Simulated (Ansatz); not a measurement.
# Zr7O16 (cell with a defect): what the fields show

The calculation's input:

```
crystal:
  lattice:
    - [0.0, 5.1157963933, -5.1157963933]
    - [-5.1157963933, 0.0, -5.1157963933]
    - [-5.1157963933, 5.1157963933, 0.0]
  atoms:
    - { symbol: Zr, position: [0.0, 0.5, 0.0] }
    - { symbol: Zr, position: [0.0, 0.0, 0.0] }
    - { symbol: Zr, position: [0.5, 0.0, 0.0] }
    - { symbol: Zr, position: [0.0, 0.5, 0.5] }
    - { symbol: Zr, position: [0.5, 0.5, 0.5] }
    - { symbol: Zr, position: [0.0, 0.0, 0.5] }
    - { symbol: Zr, position: [0.5, 0.0, 0.5] }
    - { symbol: O, position: [0.625, 0.125, 0.125] }
    - { symbol: O, position: [0.125, 0.125, 0.125] }
    - { symbol: O, position: [0.625, 0.625, 0.125] }
    - { symbol: O, position: [0.125, 0.625, 0.125] }
    - { symbol: O, position: [0.625, 0.125, 0.625] }
    - { symbol: O, position: [0.125, 0.125, 0.625] }
    - { symbol: O, position: [0.625, 0.625, 0.625] }
    - { symbol: O, position: [0.125, 0.625, 0.625] }
    - { symbol: O, position: [0.875, 0.375, 0.375] }
    - { symbol: O, position: [0.375, 0.375, 0.375] }
    - { symbol: O, position: [0.875, 0.875, 0.375] }
    - { symbol: O, position: [0.375, 0.875, 0.375] }
    - { symbol: O, position: [0.875, 0.375, 0.875] }
    - { symbol: O, position: [0.375, 0.375, 0.875] }
    - { symbol: O, position: [0.875, 0.875, 0.875] }
    - { symbol: O, position: [0.375, 0.875, 0.875] }
basis:
  ecutwfc: 420
kpoints:
  mp_grid: { grid: [4, 4, 4] }
hamiltonian:
  xc: pbe
scf:
  occupations: { method: gaussian, width: 0.05 }
output:
  forces: true
  stress: true
  eigenvalues: true
  write_density: true
  write_potential: true
  elf: true
  volumetric_format: npy
relax:
  adjacent_minimum: "off"
  f_tol: 0.02
  max_steps: 50
```

Run with:

```sh
ansatz run input.yaml --threads 4 --pin off --max-ram 9216MiB --backend cpu --events-out ev --progress --plain --runs-dir out
```

The fields are those of the relaxed geometry.

Computed pressure about 3 GPa in this cell.

Computed with DFT PBE, scalar-relativistic, plane waves, PAW (Ansatz).

Core electrons are frozen (PAW), and the valence fields are smoothed inside the atomic spheres.

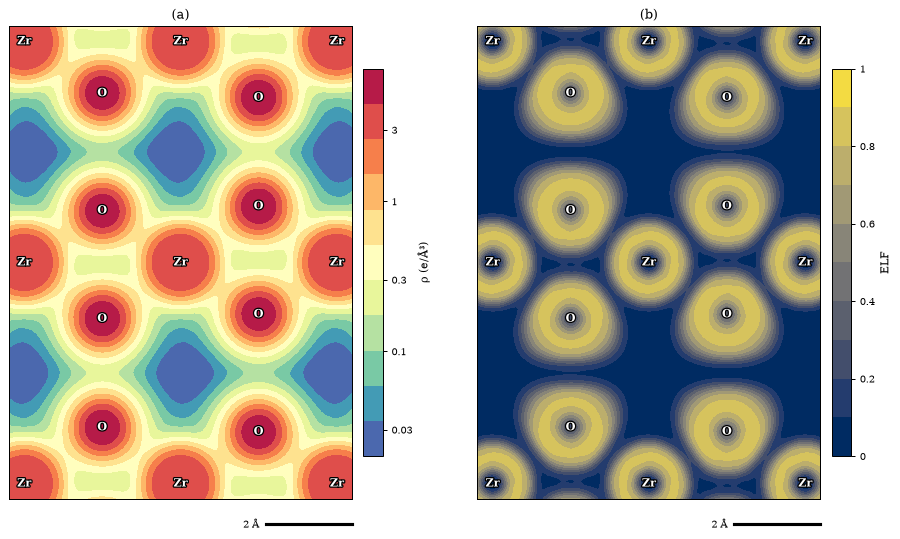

Figure 1. (a) valence electron density; (b) ELF on the (11̄0) plane of the calculation cell.

Q: What do the fields say about this system?

A:
- The plane passes through Zr and O nuclei.
- Zr–O (2.17 Å): ρ at the midpoint is about 0.57 e/Å³; the ELF peaks at about 0.85 in the valence shell of O, 0.6 Å from its nucleus, and drops to about 0.20 between the two atoms; no localised pair shows between them.
- Zr–O (2.23 Å): ρ at the midpoint is about 0.49 e/Å³; the ELF peaks at about 0.85 in the valence shell of O, 0.6 Å from its nucleus, and drops to about 0.15 between the two atoms; no localised pair shows between them.
- Between the atoms the lowest density in this plane is 0.02 e/Å³.
- The features right at Zr lie inside the PAW spheres, where the map follows smoothed inner orbitals and isn't to be read closely.

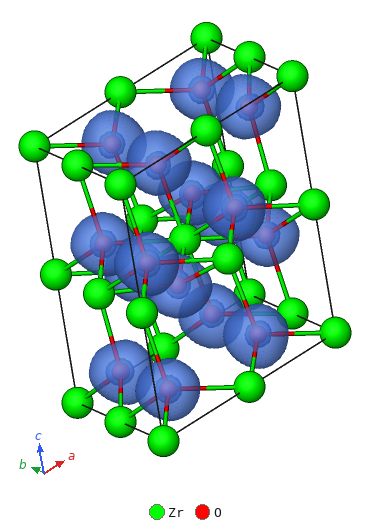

Figure 2. Isosurface of the ELF at 0.7 (blue), seen slightly off an axis. Only the valence region is drawn (cores and ρ < 0.01 e/Å³ removed). Sticks mark near contacts.

Q: Identify the bonds, lone pairs and shells in this picture.

A: The ELF exceeds this value in 16 regions wrapped around O (the valence shell of each), counted in one cell of 23 atoms. Regions shared between cells count once.

Q: Does the calculation make it a metal, or give it a gap?

A: It is gapless in this calculation (a metal or semimetal).
